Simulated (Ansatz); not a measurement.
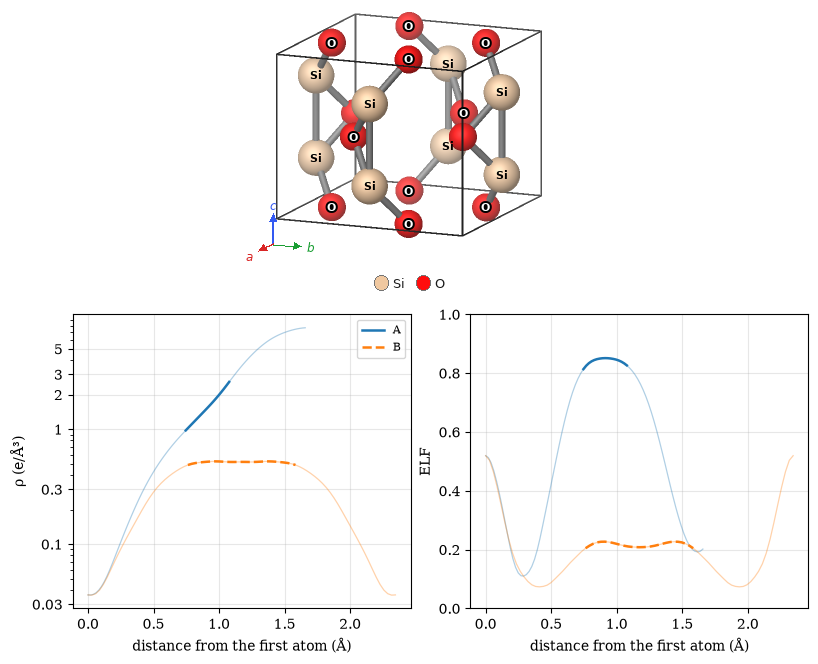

The picture shows: SiO2. Valence charge density (pseudo) and electron localisation function along straight lines between neighbouring atoms. Thin, pale parts lie inside the atomic spheres. The structure is drawn too.

Space group I4/mcm; started from the measured structure prototype, which need not be the ambient phase; not relaxed (largest force 0.7 eV/Å); computed pressure about −3 GPa in this cell.

Theory: DFT, dielectric-dependent PBE0 (fraction 1/eps_inf of PBE), plane waves, PAW in Ansatz 0.2.0.

In a PAW calculation such maps are meaningful between the atoms, not at the nuclei.

```xyz
12
Lattice="5.6118 0.0000 0.0000 0.0000 5.6176 0.0000 0.0000 0.0000 4.6904" Properties=species:S:1:pos:R:3 pbc="T T T"
Si    0.0000    2.8088    1.1726
Si    2.8059    0.0000    3.5178
Si    2.8059    0.0000    1.1726
Si    0.0000    2.8088    3.5178
O     1.9778    0.8275    2.3452
O     4.7837    3.6363    0.0000
O     3.6340    0.8275    0.0000
O     0.8281    3.6363    2.3452
O     1.9778    4.7900    0.0000
O     4.7837    1.9813    2.3452
O     0.8281    1.9813    0.0000
O     3.6340    4.7900    2.3452
```

Q: Which curve belongs to which contact (Si–O and Si–Si)? The first atom named is at distance zero.

A: Curve A: Si–O (1.66 Å): ρ at the midpoint is about 1.2 e/Å³; the ELF peaks at about 0.85 between the atoms. Curve B: Si–Si (2.35 Å): ρ is about 0.52 e/Å³ halfway; the ELF is about 0.20 at the midpoint; no localised pair shows between them.
